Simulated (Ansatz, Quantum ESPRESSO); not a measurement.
# Evanescent states of BP, zinc blende type, lattice constant set to 4.615 Å, part 2 of 3

Aim: how fast states decay in the gap of BP, zinc blende type, lattice constant set to 4.615 Å.

Quantum ESPRESSO 7.5; plane-wave DFT, LDA, GBRV ultrasoft pseudopotentials; cross-check by Ansatz 0.2.0 with PAW datasets.

So far. Step 2 (SCF with pw.x): The run needed 10 iterations to bring the estimated error under 1e-09 Ry.

### Step 3. Complex band structure

Level of this step: complex band structure by pwcond; plane-wave DFT, LDA, GBRV ultrasoft pseudopotentials (Quantum ESPRESSO).

ikind = 0 solves one period of the crystal for all kz, real and complex, at each energy and k across. ewind and epsproj trim the two-dimensional plane-wave basis; nz1 sets the subslabs.

Contents of cbs.in:

```
&inputcond
  outdir = './out'
  prefixl = 'scf'
  band_file = 'cbs'
  ikind = 0
  ewind = 4.0
  epsproj = 1e-05
  nz1 = 7
  energy0 = 4.93
  denergy = -0.17
/
4
  0.00000000 0.00000000 1.00000000
  0.50000000 0.00000000 1.00000000
  0.50000000 0.50000000 1.00000000
  0.25000000 0.00000000 1.00000000
42
```

Launch:

```
OMP_NUM_THREADS=1 mpirun -n 2 pwcond.x -in cbs.in > cbs.out
```

The program printed:

```text
[banner, memory and clock lines left out]
Program PWCOND v.7.5 starts

          URL

     ./out/scf.save/

     IMPORTANT: XC functional enforced from input :
     Exchange-correlation= PZ
                           (   1   1   0   0   0   0   0)
     Any further DFT definition will be discarded
     Please, verify this is what you really want

     Reading collected, re-writing distributed wavefunctions

===== INPUT FILE containing the left lead =====

     GEOMETRY:

     lattice parameter (alat)  =       6.1667  a.u.
     the volume                =     331.6513 (a.u.)^3
     the cross section         =      38.0287 (a.u.)^2
     l of the unit cell        =       1.4142 (alat)
     number of atoms/cell      =            4
     number of atomic types    =            2

     crystal axes: (cart. coord. in units of alat)
               a(1) = (  1.0000  0.0000  0.0000 )
               a(2) = (  0.0000  1.0000  0.0000 )
               a(3) = (  0.0000  0.0000  1.4142 )

   Cartesian axes

     site n.     atom                  positions (alat units)
          1        B      tau(  1)=(  0.0000  0.0000  1.4142  )
          2        P      tau(  2)=(  0.5000  0.0000  0.3536  )
          3        B      tau(  3)=(  0.5000  0.5000  0.7071  )
          4        P      tau(  4)=(  0.0000  0.5000  1.0607  )

     nr1s                      =           25
     nr2s                      =           25
     nr3s                      =           36
     nr1sx                     =           25
     nr2sx                     =           25
     nr3sx                     =           36
     nr1                       =           27
     nr2                       =           27
     nr3                       =           40
     nr1x                      =           27
     nr2x                      =           27
     nr3x                      =           40

 _______________________________
  Radii of nonlocal spheres:

     type       ibeta     ang. mom.          radius (alat units)
       B          1         0                    0.2028
       B          2         0                    0.2028
       B          3         1                    0.2028
       B          4         1                    0.2028
       P          1         0                    0.2440
       P          2         0                    0.2440
       P          3         1                    0.2440
       P          4         1                    0.2440
       P          5         2                    0.2440
       P          6         2                    0.2440
----- General information -----

----- Complex band structure calculation -----

     nrx                       =           25
     nry                       =           25
     nz1                       =            7

     energy0               =         4.9E+00
     denergy               =        -1.7E-01
     nenergy               =         42
     ecut2d                =         4.0E+01
     ewind                 =         4.0E+00
     epsproj               =         1.0E-05

     number of k_|| points=    4
                       cryst. coord.
        k(    1) = (   0.0000000   0.0000000), wk =   0.2500000
        k(    2) = (   0.5000000   0.0000000), wk =   0.2500000
        k(    3) = (   0.5000000   0.5000000), wk =   0.2500000
        k(    4) = (   0.2500000   0.0000000), wk =   0.2500000
----- Information about left lead -----

     nocros                   =            8
     noins                    =           44
     norb                     =           60
     norbf                    =           60
     nrz                      =           36

      iorb      type   ibeta   ang. mom.   m       position (alat)
        1        1       1        0        1   taunew(   1)=(  0.0000  0.0000  0.0000)
        2        1       2        0        1   taunew(   2)=(  0.0000  0.0000  0.0000)
        3        1       3        1        1   taunew(   3)=(  0.0000  0.0000  0.0000)
        4        1       3        1        2   taunew(   4)=(  0.0000  0.0000  0.0000)
        5        1       3        1        3   taunew(   5)=(  0.0000  0.0000  0.0000)
        6        1       4        1        1   taunew(   6)=(  0.0000  0.0000  0.0000)
        7        1       4        1        2   taunew(   7)=(  0.0000  0.0000  0.0000)
        8        1       4        1        3   taunew(   8)=(  0.0000  0.0000  0.0000)
        9        2       1        0        1   taunew(   9)=(  0.5000  0.0000  0.3536)
       10        2       2        0        1   taunew(  10)=(  0.5000  0.0000  0.3536)
       11        2       3        1        1   taunew(  11)=(  0.5000  0.0000  0.3536)
       12        2       3        1        2   taunew(  12)=(  0.5000  0.0000  0.3536)
       13        2       3        1        3   taunew(  13)=(  0.5000  0.0000  0.3536)
       14        2       4        1        1   taunew(  14)=(  0.5000  0.0000  0.3536)
       15        2       4        1        2   taunew(  15)=(  0.5000  0.0000  0.3536)
       16        2       4        1        3   taunew(  16)=(  0.5000  0.0000  0.3536)
       17        2       5        2        1   taunew(  17)=(  0.5000  0.0000  0.3536)
       18        2       5        2        2   taunew(  18)=(  0.5000  0.0000  0.3536)
       19        2       5        2        3   taunew(  19)=(  0.5000  0.0000  0.3536)
       20        2       5        2        4   taunew(  20)=(  0.5000  0.0000  0.3536)
       21        2       5        2        5   taunew(  21)=(  0.5000  0.0000  0.3536)
       22        2       6        2        1   taunew(  22)=(  0.5000  0.0000  0.3536)
       23        2       6        2        2   taunew(  23)=(  0.5000  0.0000  0.3536)
       24        2       6        2        3   taunew(  24)=(  0.5000  0.0000  0.3536)
       25        2       6        2        4   taunew(  25)=(  0.5000  0.0000  0.3536)
       26        2       6        2        5   taunew(  26)=(  0.5000  0.0000  0.3536)
       27        1       1        0        1   taunew(  27)=(  0.5000  0.5000  0.7071)
       28        1       2        0        1   taunew(  28)=(  0.5000  0.5000  0.7071)
       29        1       3        1        1   taunew(  29)=(  0.5000  0.5000  0.7071)
       30        1       3        1        2   taunew(  30)=(  0.5000  0.5000  0.7071)
       31        1       3        1        3   taunew(  31)=(  0.5000  0.5000  0.7071)
       32        1       4        1        1   taunew(  32)=(  0.5000  0.5000  0.7071)
       33        1       4        1        2   taunew(  33)=(  0.5000  0.5000  0.7071)
       34        1       4        1        3   taunew(  34)=(  0.5000  0.5000  0.7071)
       35        2       1        0        1   taunew(  35)=(  0.0000  0.5000  1.0607)
       36        2       2        0        1   taunew(  36)=(  0.0000  0.5000  1.0607)
       37        2       3        1        1   taunew(  37)=(  0.0000  0.5000  1.0607)
       38        2       3        1        2   taunew(  38)=(  0.0000  0.5000  1.0607)
       39        2       3        1        3   taunew(  39)=(  0.0000  0.5000  1.0607)
       40        2       4        1        1   taunew(  40)=(  0.0000  0.5000  1.0607)
       41        2       4        1        2   taunew(  41)=(  0.0000  0.5000  1.0607)
       42        2       4        1        3   taunew(  42)=(  0.0000  0.5000  1.0607)
       43        2       5        2        1   taunew(  43)=(  0.0000  0.5000  1.0607)
       44        2       5        2        2   taunew(  44)=(  0.0000  0.5000  1.0607)
       45        2       5        2        3   taunew(  45)=(  0.0000  0.5000  1.0607)
       46        2       5        2        4   taunew(  46)=(  0.0000  0.5000  1.0607)
       47        2       5        2        5   taunew(  47)=(  0.0000  0.5000  1.0607)
       48        2       6        2        1   taunew(  48)=(  0.0000  0.5000  1.0607)
       49        2       6        2        2   taunew(  49)=(  0.0000  0.5000  1.0607)
       50        2       6        2        3   taunew(  50)=(  0.0000  0.5000  1.0607)
       51        2       6        2        4   taunew(  51)=(  0.0000  0.5000  1.0607)
       52        2       6        2        5   taunew(  52)=(  0.0000  0.5000  1.0607)
       53        1       1        0        1   taunew(  53)=(  0.0000  0.0000  1.4142)
       54        1       2        0        1   taunew(  54)=(  0.0000  0.0000  1.4142)
       55        1       3        1        1   taunew(  55)=(  0.0000  0.0000  1.4142)
       56        1       3        1        2   taunew(  56)=(  0.0000  0.0000  1.4142)
       57        1       3        1        3   taunew(  57)=(  0.0000  0.0000  1.4142)
       58        1       4        1        1   taunew(  58)=(  0.0000  0.0000  1.4142)
       59        1       4        1        2   taunew(  59)=(  0.0000  0.0000  1.4142)
       60        1       4        1        3   taunew(  60)=(  0.0000  0.0000  1.4142)
    k slab    z(k)  z(k+1)     crossing(iorb=1,norb)
    1   0.0000 0.0393 0.0393   111111110000000000000000000000000000000000000000000000000000
    2   0.0393 0.0786 0.0393   111111110000000000000000000000000000000000000000000000000000
    3   0.0786 0.1179 0.0393   111111111111111111111111110000000000000000000000000000000000
    4   0.1179 0.1571 0.0393   111111111111111111111111110000000000000000000000000000000000
    5   0.1571 0.1964 0.0393   111111111111111111111111110000000000000000000000000000000000
    6   0.1964 0.2357 0.0393   111111111111111111111111110000000000000000000000000000000000
    7   0.2357 0.2750 0.0393   000000001111111111111111110000000000000000000000000000000000
    8   0.2750 0.3143 0.0393   000000001111111111111111110000000000000000000000000000000000
    9   0.3143 0.3536 0.0393   000000001111111111111111110000000000000000000000000000000000
   10   0.3536 0.3928 0.0393   000000001111111111111111110000000000000000000000000000000000
   11   0.3928 0.4321 0.0393   000000001111111111111111110000000000000000000000000000000000
   12   0.4321 0.4714 0.0393   000000001111111111111111110000000000000000000000000000000000
   13   0.4714 0.5107 0.0393   000000001111111111111111111111111100000000000000000000000000
   14   0.5107 0.5500 0.0393   000000001111111111111111111111111100000000000000000000000000
   15   0.5500 0.5893 0.0393   000000001111111111111111111111111100000000000000000000000000
   16   0.5893 0.6285 0.0393   000000001111111111111111111111111100000000000000000000000000
   17   0.6285 0.6678 0.0393   000000000000000000000000001111111100000000000000000000000000
   18   0.6678 0.7071 0.0393   000000000000000000000000001111111100000000000000000000000000
   19   0.7071 0.7464 0.0393   000000000000000000000000001111111100000000000000000000000000
   20   0.7464 0.7857 0.0393   000000000000000000000000001111111100000000000000000000000000
   21   0.7857 0.8250 0.0393   000000000000000000000000001111111111111111111111111100000000
   22   0.8250 0.8642 0.0393   000000000000000000000000001111111111111111111111111100000000
   23   0.8642 0.9035 0.0393   000000000000000000000000001111111111111111111111111100000000
   24   0.9035 0.9428 0.0393   000000000000000000000000001111111111111111111111111100000000
   25   0.9428 0.9821 0.0393   000000000000000000000000000000000011111111111111111100000000
   26   0.9821 1.0214 0.0393   000000000000000000000000000000000011111111111111111100000000
   27   1.0214 1.0607 0.0393   000000000000000000000000000000000011111111111111111100000000
   28   1.0607 1.0999 0.0393   000000000000000000000000000000000011111111111111111100000000
   29   1.0999 1.1392 0.0393   000000000000000000000000000000000011111111111111111100000000
   30   1.1392 1.1785 0.0393   000000000000000000000000000000000011111111111111111100000000
   31   1.1785 1.2178 0.0393   000000000000000000000000000000000011111111111111111111111111
   32   1.2178 1.2571 0.0393   000000000000000000000000000000000011111111111111111111111111
   33   1.2571 1.2964 0.0393   000000000000000000000000000000000011111111111111111111111111
   34   1.2964 1.3356 0.0393   000000000000000000000000000000000011111111111111111111111111
   35   1.3356 1.3749 0.0393   000000000000000000000000000000000000000000000000000011111111
   36   1.3749 1.4142 0.0393   000000000000000000000000000000000000000000000000000011111111
 ngper, shell number =          121          20
 ngper, n2d =          121         102
---  E-Ef =    4.9300000  k =    0.0000000   0.0000000
---  ie =          1  ik =          1
 Nchannels of the left tip =            3
 Right moving states:
   k1(2pi/a)   k2(2pi/a)   E-Ef (eV)
   0.2635989  -0.0000000   4.9300000
   0.2636127   0.0000000   4.9300000
  -0.4899430   0.0000000   4.9300000
 Left moving states:
   k1(2pi/a)   k2(2pi/a)   E-Ef (eV)
  -0.2635982   0.0000000   4.9300000
  -0.2635982   0.0000000   4.9300000
   0.4899440   0.0000000   4.9300000

---  E-Ef =    4.7600000  k =    0.0000000   0.0000000
---  ie =          2  ik =          1
 Nchannels of the left tip =            3
 Right moving states:
   k1(2pi/a)   k2(2pi/a)   E-Ef (eV)
   0.2457009  -0.0000000   4.7600000
   0.2457146   0.0000000   4.7600000
   0.4940413   0.0000000   4.7600000
 Left moving states:
   k1(2pi/a)   k2(2pi/a)   E-Ef (eV)
  -0.2457002   0.0000000   4.7600000
  -0.2457002   0.0000000   4.7600000
  -0.4940402   0.0000000   4.7600000
[... further energies and points left out ...]
---  E-Ef =   -1.8700000  k =    0.2500000   0.0000000
---  ie =         41  ik =          4
 Nchannels of the left tip =            3
 Right moving states:
   k1(2pi/a)   k2(2pi/a)   E-Ef (eV)
   0.0735882   0.0000000  -1.8700000
  -0.4254931   0.0000000  -1.8700000
  -0.4563704  -0.0000000  -1.8700000
 Left moving states:
   k1(2pi/a)   k2(2pi/a)   E-Ef (eV)
  -0.0735876   0.0000000  -1.8700000
   0.4254952   0.0000000  -1.8700000
   0.4563700  -0.0000000  -1.8700000

---  E-Ef =   -2.0400000  k =    0.2500000   0.0000000
---  ie =         42  ik =          4
 Nchannels of the left tip =            3
 Right moving states:
   k1(2pi/a)   k2(2pi/a)   E-Ef (eV)
   0.0443601   0.0000000  -2.0400000
  -0.4634697   0.0000000  -2.0400000
  -0.4776210  -0.0000000  -2.0400000
 Left moving states:
   k1(2pi/a)   k2(2pi/a)   E-Ef (eV)
  -0.0443596   0.0000000  -2.0400000
   0.4634717  -0.0000000  -2.0400000
   0.4776206  -0.0000000  -2.0400000

Note: The following floating-point exceptions are signalling: IEEE_UNDERFLOW_FLAG IEEE_DENORMAL
Note: The following floating-point exceptions are signalling: IEEE_UNDERFLOW_FLAG IEEE_DENORMAL
```

Run time: 69 s. Hardware: 2 MPI ranks of AMD EPYC 7B13 (Zen 3), shared host; peak memory 0.14 GiB.

Read from the output:

```
peak of the smallest κ at the zone centre : 0.212 Å⁻¹
energy of the peak at the zone centre     : 1.02 eV
peak of the smallest κ at (1/2, 0)        : 0.291 Å⁻¹
peak of the smallest κ at (1/4, 0)        : 0.291 Å⁻¹
```

K across = (0, 0) in the cell's reciprocal vectors; values within 0.0025 1/Å of each other count once, columns are sorted by size at each energy, a dash where no further value was kept. Table of Im kz of the slowest decaying states by energy, zero at the highest filled level of the SCF mesh:

| energy (eV) | decay 1 (Å⁻¹) | decay 2 (Å⁻¹) | decay 3 (Å⁻¹) |
| --- | --- | --- | --- |
| -2.04 | 0.972 | 1.94 | 1.97 |
| -1.70 | 0.92 | 1.91 | 1.95 |
| -1.19 | 0.838 | 1.88 | 1.91 |
| -0.85 | 0.778 | 1.85 | 1.89 |
| -0.34 | 0.678 | 1.81 | 1.85 |
| 0.00 | 0.006 | 0.013 | 0.603 |
| 0.34 | 0.143 | 0.165 | 0.515 |
| 0.85 | 0.201 | 0.251 | 0.342 |
| 1.19 | 0.125 | 0.219 | 0.289 |
| 1.70 | 0.224 | 0.332 | 1.66 |
| 2.04 | 0.215 | 0.353 | 1.63 |
| 2.55 | 0.183 | 0.379 | 1.59 |
| 2.89 | 0.143 | 0.392 | 1.57 |
| 3.23 | 0.062 | 0.405 | 1.54 |
| 3.74 | 0.224 | 0.425 | 1.50 |
| 4.08 | 0.27 | 0.441 | 1.47 |
| 4.59 | 0.292 | 0.465 | 1.43 |
| 4.93 | 0.289 | 0.478 | 1.40 |

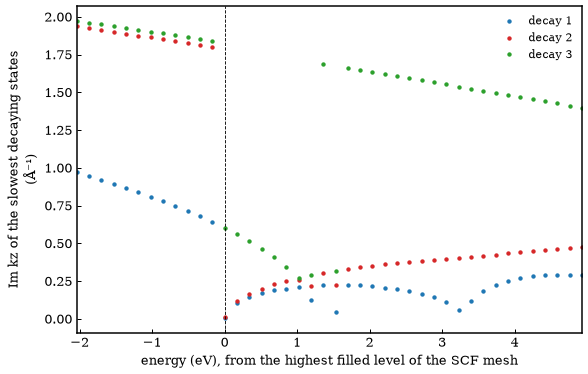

Im kz of the slowest decaying states, plotted against energy.

K across = (0, 0) in the cell's reciprocal vectors. Re kz of states that move upwards against energy, zero at the highest filled level of the SCF mesh:

| energy (eV) | channel 1 (Å⁻¹) | channel 2 (Å⁻¹) | channel 3 (Å⁻¹) |
| --- | --- | --- | --- |
| -2.04 | -0.542 | -0.542 | -0.470 |
| -1.70 | -0.466 | -0.466 | -0.421 |
| -1.19 | -0.356 | -0.356 | -0.341 |
| -0.85 | -0.284 | -0.284 | -0.282 |
| -0.34 | -0.172 | -0.163 | -0.163 |
| 0.00 | - | - | - |
| 0.34 | - | - | - |
| 0.85 | - | - | - |
| 1.19 | - | - | - |
| 1.70 | 0.0840 | 0.647 | - |
| 2.04 | -0.574 | 0.199 | - |
| 2.55 | -0.391 | 0.323 | - |
| 2.89 | -0.268 | 0.391 | - |
| 3.23 | -0.102 | 0.451 | - |
| 3.74 | 0.165 | 0.165 | 0.532 |
| 4.08 | 0.229 | 0.229 | 0.581 |
| 4.59 | 0.310 | 0.310 | 0.650 |
| 4.93 | -0.667 | 0.359 | 0.359 |

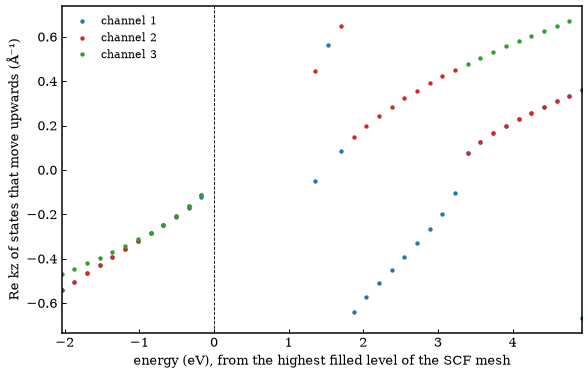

Re kz of states that move upwards, plotted against energy.

K across = (1/2, 0) in the cell's reciprocal vectors; values within 0.0025 1/Å of each other count once, columns are sorted by size at each energy, a dash where no further value was kept. The Im kz of the slowest decaying states by energy, zero at the highest filled level of the SCF mesh:

| energy (eV) | decay 1 (Å⁻¹) | decay 2 (Å⁻¹) | decay 3 (Å⁻¹) |
| --- | --- | --- | --- |
| -2.040 | 0.425 | 1.35 | 2.27 |
| -1.530 | 0.098 | 0.355 | 1.29 |
| -1.020 | 0.191 | 0.561 | 1.23 |
| -0.510 | 0.24 | 0.626 | 1.17 |
| 0.000 | 0.269 | 0.649 | 1.1 |
| 0.510 | 0.286 | 0.65 | 1.03 |
| 1.020 | 0.291 | 0.637 | 0.952 |
| 1.530 | 0.286 | 0.613 | 0.868 |
| 2.040 | 0.269 | 0.579 | 0.775 |
| 2.550 | 0.236 | 0.533 | 0.666 |
| 3.060 | 0.175 | 0.476 | 0.526 |
| 3.570 | 0.288 | 0.401 | 1.86 |
| 4.080 | 0.164 | 0.296 | 1.82 |
| 4.420 | 0.178 | 0.186 | 1.79 |

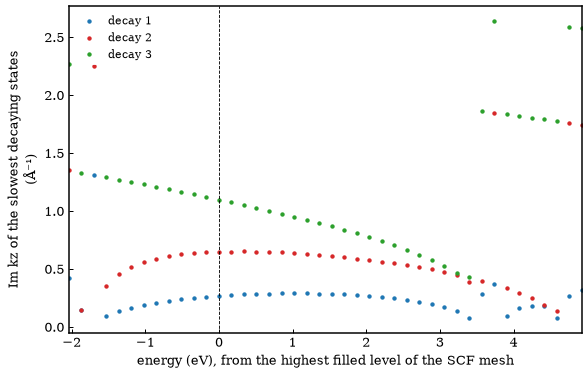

Im kz of the slowest decaying states, plotted against energy.

K across = (1/2, 1/2) in the cell's reciprocal vectors; values within 0.0025 1/Å of each other count once, columns are sorted by size at each energy, a dash where no further value was kept. Im kz of the slowest decaying states against energy, zero at the highest filled level of the SCF mesh:

| energy (eV) | decay 1 (Å⁻¹) | decay 2 (Å⁻¹) | decay 3 (Å⁻¹) |
| --- | --- | --- | --- |
| -2.04 | 0.32 | 2.21 | 2.39 |
| -1.70 | 0.324 | 2.19 | 2.37 |
| -1.19 | 0.321 | 2.16 | 2.34 |
| -0.85 | 0.313 | 2.14 | 2.32 |
| -0.34 | 0.291 | 0.294 | 2.10 |
| 0.00 | 0.27 | 0.275 | 2.08 |
| 0.34 | 0.242 | 0.251 | 2.06 |
| 0.85 | 0.181 | 0.2 | 2.02 |
| 1.19 | 0.112 | 0.149 | 2 |
| 1.70 | 1.96 | 2.18 | 2.27 |
| 2.04 | 1.94 | 2.16 | 2.24 |
| 2.55 | 1.90 | 2.12 | 2.21 |
| 2.89 | 1.88 | 2.10 | 2.18 |
| 3.23 | 1.85 | 2.08 | 2.16 |
| 3.74 | 1.81 | 2.05 | 2.12 |
| 4.08 | 1.78 | 2.03 | 2.10 |
| 4.59 | 1.74 | 1.99 | 2.06 |
| 4.93 | 1.71 | 1.97 | 2.03 |

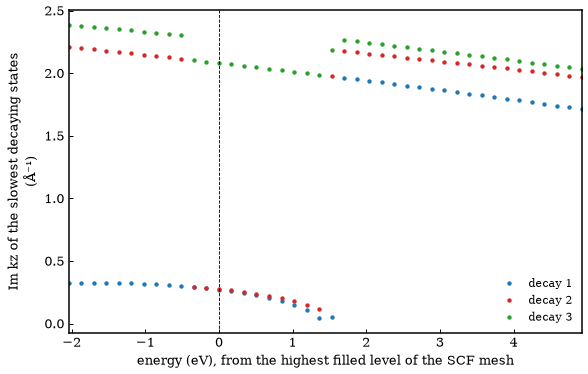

Im kz of the slowest decaying states against energy.

K across = (1/4, 0) in the cell's reciprocal vectors; values within 0.0025 1/Å of each other count once, columns are sorted by size at each energy, a dash where no further value was kept. The Im kz of the slowest decaying states by energy, zero at the highest filled level of the SCF mesh:

| energy (eV) | decay 1 (Å⁻¹) | decay 2 (Å⁻¹) | decay 3 (Å⁻¹) |
| --- | --- | --- | --- |
| -2.040 | 1.08 | 1.43 | 1.58 |
| -1.530 | 1.01 | 1.38 | 1.53 |
| -1.020 | 0.051 | 0.942 | 1.33 |
| -0.510 | 0.182 | 0.863 | 1.27 |
| 0.000 | 0.238 | 0.776 | 1.22 |
| 0.510 | 0.27 | 0.328 | 0.679 |
| 1.020 | 0.286 | 0.376 | 0.565 |
| 1.530 | 0.291 | 0.401 | 0.417 |
| 2.040 | 0.154 | 0.282 | 0.406 |
| 2.550 | 0.26 | 0.391 | 0.903 |
| 3.060 | 0.217 | 0.349 | 0.839 |
| 3.570 | 0.121 | 0.261 | 0.778 |
| 4.080 | 0.108 | 0.712 | 0.725 |
| 4.420 | 0.069 | 0.113 | 0.634 |

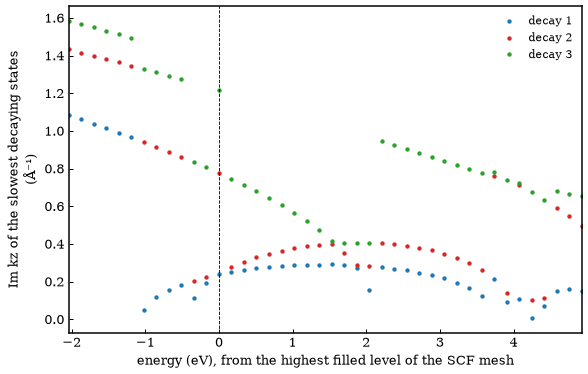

Im kz of the slowest decaying states, plotted against energy.

The program's own clock; routines nest. Time by routine:

| routine | wall time (s) | calls |
| --- | --- | --- |
| PWCOND | 68.04 | 1 |
| scatter_forw | 43.21 | 168 |
| compbs | 23.54 | 168 |
| compbs_2 | 22.38 | 168 |
| init | 0.64 | 1 |
| local | 0.61 | 4 |
| poten | 0.18 | 1 |

[end of part 2 of 3]

[Logs are printed without paths, hosts, clocks, repeated set-up lines and the standing remarks that a program may print on its own settings, such as how far it seeks lower states.]

[Hosts, paths, dates, database ids (printed as entryN), source tags and the programs' standing remarks are cut or masked in the printed files.]

[Maps of the electrostatic potential energy from Ansatz leave out the sawtooth potential of an applied field or a dipole correction, so their vacuum need not be flat; planar profiles and work functions include it.]
